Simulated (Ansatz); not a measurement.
**ZnS: density, localisation and related maps**

The calculation's input:

```
crystal:
  lattice:
    - [0.0, 2.4783528551, 2.4783528551]
    - [2.4783528551, 0.0, 2.4783528551]
    - [2.4783528551, 2.4783528551, 0.0]
  atoms:
    - { symbol: Zn, position: [0.0, 0.0, 0.0] }
    - { symbol: S, position: [0.5, 0.5, 0.5] }
scf:
  occupations: { method: gaussian, width: 0.05 }
output:
  forces: true
  stress: true
  eigenvalues: true
  write_density: true
  write_potential: true
  elf: true
  volumetric_format: npy
hamiltonian:
  xc: pbesol
basis:
  ecutwfc: 500
kpoints:
  mp_grid: { grid: [14, 14, 14] }
```

Launched as:

```sh
ansatz run input.yaml --threads 1 --pin off --max-ram 4096MiB --backend cpu --events-out ev --progress --plain --runs-dir out
```

Below, planes, directions and counts refer to the conventional cell (a = 4.96 Å, b = 4.96 Å, c = 4.96 Å, α = 90.00°, β = 90.00°, γ = 90.00°).

Space group Fm-3m; a generated structure, not necessarily the stable one; changed on purpose from its base cell (volume × 0.94); computed pressure about 4 GPa in this cell.

Level of theory: Ansatz 0.2.0, DFT PBEsol, scalar-relativistic, plane waves, PAW.

The density is the valence pseudo-density of a PAW calculation; it isn't the true density close to the nuclei.

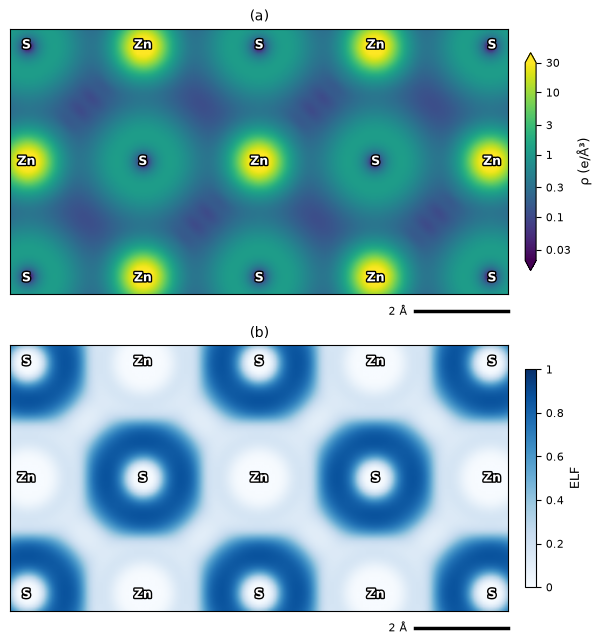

Figure 1. (a) valence electron density; (b) electron localisation function on the (010) plane of the conventional cell.

Question: What do the fields say about this system?

Answer:
- The section cuts through Zn and S sites.
- Zn–S (2.48 Å): ρ at the midpoint is about 0.38 e/Å³; the ELF peaks at about 0.85 in the valence shell of S, 0.8 Å from its nucleus, and is about 0.45 at the midpoint.
- Between the atoms the lowest density in this plane is 0.11 e/Å³.

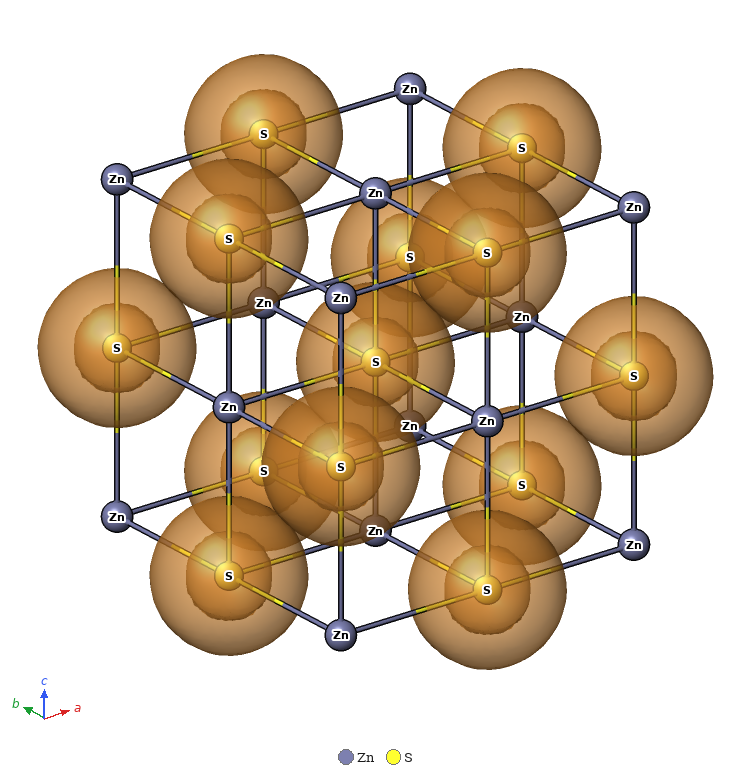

Figure 2. Isosurface of the electron localisation function at 0.75 (orange), seen at an oblique angle. Only the valence region is drawn (cores and ρ < 0.01 e/Å³ removed). Sticks mark near contacts.

Question: What do the ELF domains correspond to?

Answer: The ELF exceeds this value in four regions wrapped around S (the valence shell of each), counted in one cell of 8 atoms. Any copies at cell faces, edges or corners count once.

Question: Metal or insulator at this level of theory?

Answer: It is metallic or semimetallic at this level of theory: no gap opens.
